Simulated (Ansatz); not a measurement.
The coordinates of a crystal:

```cif
data_structure
_symmetry_space_group_name_H-M 'P 1'
_symmetry_Int_Tables_number 1
_cell_length_a 3.5132
_cell_length_b 3.5132
_cell_length_c 16.0590
_cell_angle_alpha 90.000
_cell_angle_beta 90.000
_cell_angle_gamma 120.000
_cell_volume 171.66
loop_
_atom_site_label
_atom_site_type_symbol
_atom_site_fract_x
_atom_site_fract_y
_atom_site_fract_z
_atom_site_occupancy
W1 W 0.00000 0.00000 0.50000 1
Se1 Se 0.33333 0.66667 0.59944 1
Se2 Se 0.33333 0.66667 0.40056 1
```

Before looking at a picture, describe the arrangement of atoms.

The solid is WSe2. It has 3 atoms to the cell (1 W, 2 Se). The W atoms are each bonded to six Se in a trigonal prismatic arrangement at 2.58 Å. The neighbours of Se are three W in a trigonal pyramidal arrangement at 2.58 Å. Not all metal-metal contacts are counted. The bonds build WSe2 layers parallel to (001).

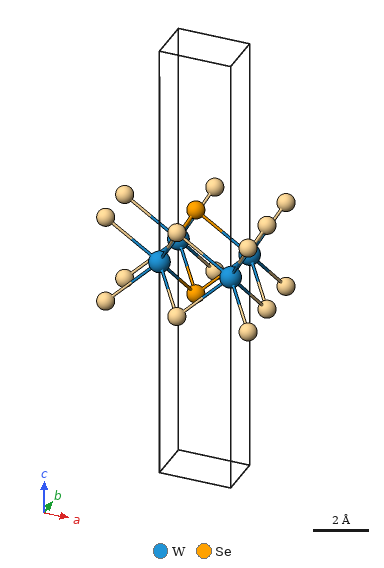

View slightly off an axis, drawn as a ball-and-stick model. Thin lines show the simulation cell, with boundary atoms drawn in all their periodic places. Bonded atoms from the next cells complete the picture, in fainter colours. Colours: tungsten blue, selenium orange.

It goes back to a structure listed in the Materials Project. It was relaxed with Ansatz 0.2.0, DFT r2SCAN, scalar-relativistic, plane waves, PAW under a constraint or pressure on the cell, so some stress remains.
